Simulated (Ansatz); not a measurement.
Run report: Se, single-point calculation

Se (R-3, 6 atoms in the cell), computed with DFT, PBE, plane waves, PAW, no spin polarisation (Ansatz 0.2.0).

The structure derives from a Materials Project entry. The geometry comes from this level: r2scan-rvv10 (a point of a series of volumes). It belongs to a series of runs on one base structure; here: volume +8%. Figures and captions count atoms from 1; the log counts them from 0 in places.

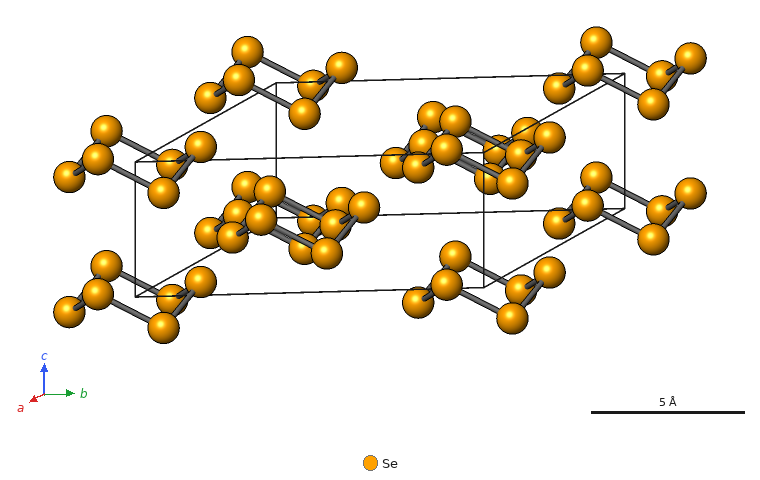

Figure 1. The structure as given in the input (ball-and-stick view of the cell 3 times as large as that of the calculation, set on its symmetry axes, seen slightly off an axis). An atom can appear more than once, as a periodic image. Near neighbours in the periodic cell (some may lie outside the picture): Se has 2 Se at 2.43 Å.

## Results in brief

- outcome: converged
- space group (tolerance 0.01 Å): R-3 (148)
- electrons treated: 96
- free energy: −32812.5763 eV
- Fermi energy: 6.256 eV
- gap on the k-point mesh: 1.35 eV
- pressure: −1.21 GPa
- largest force (length of the vector): 0.462 eV/Å
- hardware: 2 threads of Arm Neoverse V2, 24 GiB of memory available, shared host
- wall time: 0.79 s (CPU time 1.4 s)
- peak memory: 0.32 GiB

## Remarks

Warnings of the run: the cutoff is below the recommended one. So coarse a mesh can miss the band edges, so the true gap of this method can be much smaller, or zero. The k-point mesh is coarse for a cell of this size, so the results may not be converged.

## The input
```yaml
crystal:
  lattice:
    - [5.7709122483, 3.33183774, 1.5272153753]
    - [-5.7709122483, 3.33183774, 1.5272153753]
    - [0.0, -6.6636754801, 1.5272153752]
  atoms:
    - { symbol: Se, position: [0.8392979912, 0.7150361892, 0.0841378016] }
    - { symbol: Se, position: [0.7150361892, 0.0841378016, 0.8392979912] }
    - { symbol: Se, position: [0.0841378016, 0.8392979912, 0.7150361892] }
    - { symbol: Se, position: [0.1607020088, 0.2849638108, 0.9158621984] }
    - { symbol: Se, position: [0.2849638108, 0.9158621984, 0.1607020088] }
    - { symbol: Se, position: [0.9158621984, 0.1607020088, 0.2849638108] }
kpoints:
  mp_grid: { grid: [2, 2, 2] }
hamiltonian:
  xc: pbe
scf:
  occupations: { method: fermi_dirac, width: 0.02 }
  n_extra_bands: 5
output:
  forces: true
  stress: true
  eigenvalues: true
basis:
  ecutwfc: 260
```

Launched with:
```bash
ansatz run input.yaml --threads 2 --pin off --max-ram 3686MiB --backend cpu --events-out ev --progress --plain --runs-dir out
```

## Log
```
Warning: basis.ecutwfc = 260 eV is below the records' recommended 420 eV, and the density's cutoff is lower with it unless basis.ecutrho_ratio is high enough to keep the records' density cutoff: compare with a run at a higher cutoff
scf.n_extra_bands = 5 over 48 filled bands (N_el = 96.0): the run solves 53 bands
Engine: ansatz 0.2.0, aarch64-unknown-linux-gnu
Pseudopotentials: kind: paw
Pseudopotential: Se, paw, valence charge 16, recommended cutoff 420 eV (normal), Se.paw.azcp
Functional definition: PBE
  parameter kappa = 0.804
  parameter beta = 0.06672455060314922
  exchange = pbe_x(kappa = kappa, mu = beta*pi^2/3)
  correlation = pbe_c(beta = beta)
Crystal: 6 atoms, lattice volume = 176.189 Å³
Basis set: ecut = 260 eV, 1673 PW (Γ), exchange–correlation on 72×72×72 points (8 copies of the dense FFT grid, shifted against one another)
Bands: 53, of which v1, the nominal top of the filled ones, is band 48 counted from 1 (47 counted from 0)
Symmetry: 6 space group operations
Space group: R-3 (ITA 148), of the structure as read, at distance tolerance 5.6e-5 Å
k-points: 4 of 8
Non-local potential: Se, projectors of the file, l = 0: 2, l = 1: 2, l = 2: 3, l = 3: 1
PAW form: soft (Blöchl's): semilocal exchange-correlation on the pseudo side does not see the compensation charge
PAW one-centre angular grid: Se, 590 points (default); XC on 64 Gauss nodes
Initial density: superposition of atomic densities (neutral atoms: chi_scale 0, normalization atom), corrected by the library's trained network
Initial wavefunctions: pseudopotential atomic-orbital guess
Functional: x = pbe(κ = 0.804, μ = 0.2195149727645171), c = pbe(β = 0.06672455060314922)
SCF iter   1: F=—  HF=-32812.723022 eV  |F-HF|=—  |Δ(HF+E_count)|=         —  Δρ=2.62e-3  dr2=6.80e-3  ethr=1.77e-3  ⟨swp⟩=6.5  Hψ=729  notcnv=0
preconditioner: auto → Resta (q_TF=auto, 2.466 Å⁻¹)  ε∞=5.3  [insulator: Δε(μ)=1.362 eV  Ē_g=8.114 eV  σ=0.020 eV  W_gap=1.00  n_scr=42 (ndim 8)  ℏωp=16.8 eV  f_vac=0.122  D(μ)=0.00/eV (n_scr^D=0)  ε∞_Penn≈5.3]
SCF iter   2: F=—  HF=-32812.584059 eV  |F-HF|=—  |Δ(HF+E_count)|=   1.39e-1  Δρ=2.25e-3  dr2=7.35e-3  ethr=7.09e-6  ⟨swp⟩=2.0  Hψ=464  notcnv=0  defer=4
SCF iter   3: F=—  HF=-32812.577186 eV  |F-HF|=—  |Δ(HF+E_count)|=   6.87e-3  Δρ=1.14e-3  dr2=2.00e-3  ethr=7.09e-6  ⟨swp⟩=2.0  Hψ=416  notcnv=0  defer=4
SCF iter   4: F=—  HF=-32812.576377 eV  |F-HF|=—  |Δ(HF+E_count)|=   8.09e-4  Δρ=1.68e-4  dr2=3.77e-5  ethr=2.08e-6  ⟨swp⟩=2.0  Hψ=277  notcnv=0  defer=4
SCF iter   5: F=—  HF=-32812.576332 eV  |F-HF|=—  |Δ(HF+E_count)|=   4.53e-5  Δρ=2.30e-5  dr2=2.04e-6  ethr=3.93e-8  ⟨swp⟩=2.0  Hψ=400  notcnv=0  defer=4
SCF iter   6: F=—  HF=-32812.576334 eV  |F-HF|=—  |Δ(HF+E_count)|=   2.00e-6  Δρ=8.82e-6  dr2=4.17e-7  ethr=2.12e-9  ⟨swp⟩=2.0  Hψ=270  notcnv=0  defer=4
SCF iter   7: F=-32812.576335 eV  HF=-32812.576335 eV  |F-HF|=1.85e-8  |Δ(HF+E_count)|=   5.66e-7  Δρ=1.71e-6  dr2=7.77e-9  ethr=1.04e-10  ⟨swp⟩=7.8  Hψ=666  notcnv=0
SCF 1 converged in 7 iterations: F = -32812.576335 eV  dr2 = 7.77e-9
  greatest PAW one-centre occupation: 0.999 electrons in one spin orbital (limit 2), on the Se atom at site 1 (counted from 0), in its partial waves of l = 2
```

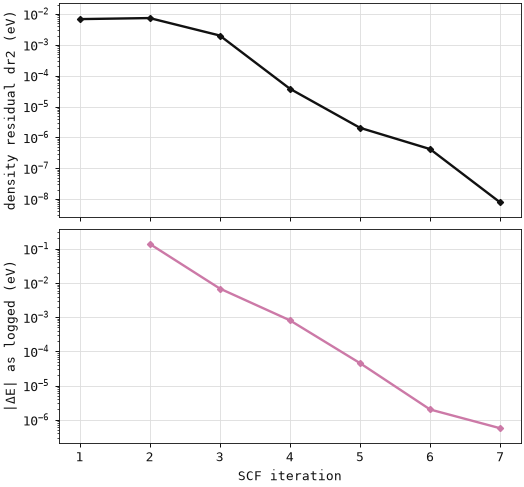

Figure 2. Convergence of the self-consistent field: density residual dr2 and size of the energy change against the SCF iteration. The residual falls almost steadily, with no more than small rises.

```
SCF converged after 7 iterations
Free energy (F): -32812.576335 eV
Harris-Foulkes:  -32812.576335 eV  (|F-HF|=1.85e-8)
Internal energy: -32812.576335 eV  (E = F + TS)
E sigma→0 (E₀):  -32812.576335 eV
Fermi energy:    6.255501 eV
--- Per-component energies (eV) ---
  E_band       = -2576.350900
  E_kinetic    = 699.510070
  E_local      = -16011.011881  (includes V_loc(G=0)·N_el)
  E_nonlocal   = -3520.876430
  E_hartree    = 7815.060135
  E_xc         = -619.515081
  E_vxc        = -580.972346  (∫ρ·V_xc dr)
  E_paw        = -11516.250743  (= ΣΔE_a)
  E_vpaw       = 1206.922596  (= ΣTr[D̂ρ^β])
  E_aug_tail   = -0.046870  (compensation charges beyond the density's cutoff)
  E_ewald      = -9659.445534
  E_smearing   = -0.000000  (= −TS)
  E_closure    = 0.000000  (closes the sum)
  Σ components = -32812.576335   (vs F -32812.576335, Δ=0.00e0)
--- Forces (eV/Å), atoms counted from 1 ---
  atom   1  Se    -0.12765160     0.30621034     0.32157807
  atom   2  Se     0.32901174    -0.04255564     0.32157807
  atom   3  Se    -0.20136013    -0.26365470     0.32157807
  atom   4  Se     0.12765160    -0.30621034    -0.32157807
  atom   5  Se    -0.32901174     0.04255564    -0.32157807
  atom   6  Se     0.20136013     0.26365470    -0.32157807
  max |Σ_I F_I| component: 5.55e-17 eV/Å
--- Stress (GPa, compression-positive) ---
       -2.103474      -0.000000       0.000000
        0.000000      -2.103474      -0.000000
        0.000000      -0.000000       0.578253
  P = ⅓ Tr σ = -1.2096 GPa (-12.096 kbar)
--- Band table (eV) ---
  k-point 0: bands = ["-42.9724", "-42.9559", "-42.9559", "-42.9425", "-42.9425", "-42.9406", "-42.9313", "-42.9313", "-42.9253", "-42.9185", "-42.9185", "-42.9053", "-42.7318", "-42.7308", "-42.7286", "-42.7286", "-42.7265", "-42.7265", "-42.6817", "-42.6757", "-42.6757", "-42.6742", "-42.6742", "-42.6680", "-42.6358", "-42.6321", "-42.6321", "-42.6201", "-42.6201", "-42.6128", "-9.5319", "-7.9577", "-7.9577", "-6.0061", "-6.0061", "-4.6876", "0.5299", "1.1699", "1.5058", "1.5058", "3.0369", "3.0369", "3.7906", "4.5767", "4.9459", "4.9459", "5.0754", "5.0754", "7.2393", "7.2393", "7.8549", "8.2814", "8.2814"]
  k-point 1: bands = ["-42.9753", "-42.9547", "-42.9532", "-42.9424", "-42.9396", "-42.9380", "-42.9285", "-42.9272", "-42.9270", "-42.9182", "-42.9178", "-42.9017", "-42.7299", "-42.7282", "-42.7243", "-42.7237", "-42.7222", "-42.7202", "-42.6868", "-42.6844", "-42.6808", "-42.6795", "-42.6793", "-42.6749", "-42.6328", "-42.6322", "-42.6284", "-42.6198", "-42.6158", "-42.6157", "-9.2129", "-8.2138", "-7.9977", "-6.0774", "-5.6752", "-4.7758", "0.5247", "0.9188", "1.4583", "1.6648", "1.9409", "2.6575", "2.8807", "4.3561", "4.4685", "4.8193", "5.3360", "5.3988", "7.1823", "7.3234", "8.0218", "8.3207", "8.4852"]
  k-point 2: bands = ["-42.9760", "-42.9624", "-42.9540", "-42.9416", "-42.9409", "-42.9385", "-42.9298", "-42.9277", "-42.9272", "-42.9204", "-42.9180", "-42.9016", "-42.7283", "-42.7277", "-42.7265", "-42.7252", "-42.7242", "-42.7232", "-42.6811", "-42.6803", "-42.6750", "-42.6738", "-42.6723", "-42.6701", "-42.6353", "-42.6316", "-42.6259", "-42.6188", "-42.6179", "-42.6138", "-9.1858", "-8.5102", "-8.0847", "-6.1733", "-5.6552", "-4.3594", "0.6836", "1.6438", "1.6942", "1.8579", "2.1139", "2.8727", "3.5957", "4.3106", "4.3809", "4.5726", "4.8571", "5.3408", "6.9393", "7.2106", "7.7331", "8.3576", "8.7496"]
  k-point 3: bands = ["-42.9806", "-42.9585", "-42.9585", "-42.9440", "-42.9438", "-42.9438", "-42.9325", "-42.9325", "-42.9318", "-42.9176", "-42.9176", "-42.9067", "-42.7323", "-42.7301", "-42.7301", "-42.7278", "-42.7278", "-42.7236", "-42.6854", "-42.6854", "-42.6852", "-42.6852", "-42.6818", "-42.6805", "-42.6406", "-42.6315", "-42.6315", "-42.6203", "-42.6203", "-42.6183", "-9.0394", "-8.2134", "-8.2134", "-6.1127", "-6.1127", "-4.0960", "0.7148", "1.1612", "1.1612", "2.0251", "2.2738", "2.2738", "2.7373", "4.3024", "4.3024", "4.4029", "4.4029", "5.5941", "7.0041", "7.0041", "7.4068", "8.9687", "9.4600"]
```

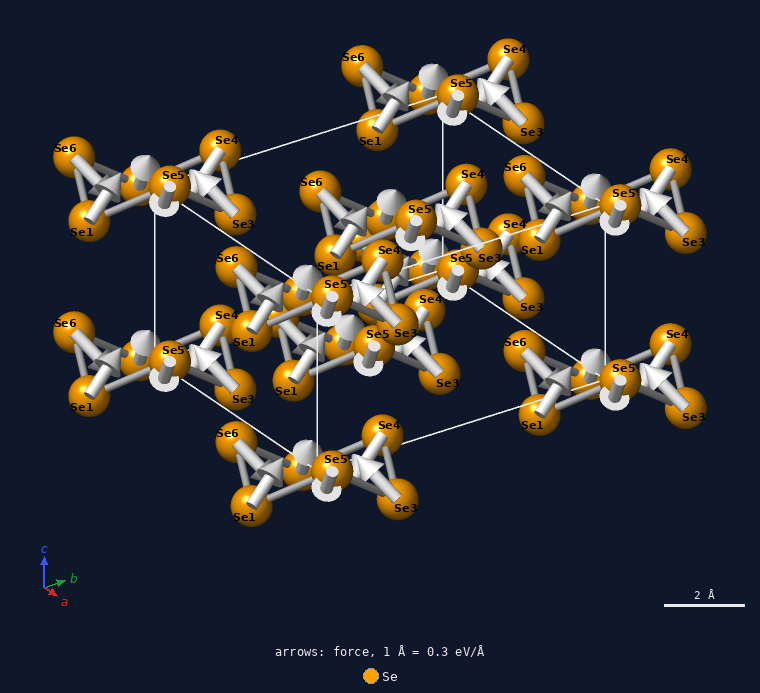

Figure 3. Forces on the atoms as white arrows (ball-and-stick view of the cell 3 times as large as that of the calculation, set on its symmetry axes, seen slightly off an axis; atoms are numbered from 1 in the order of the input). The largest act on all 6 Se atoms (0.46 eV/Å). 
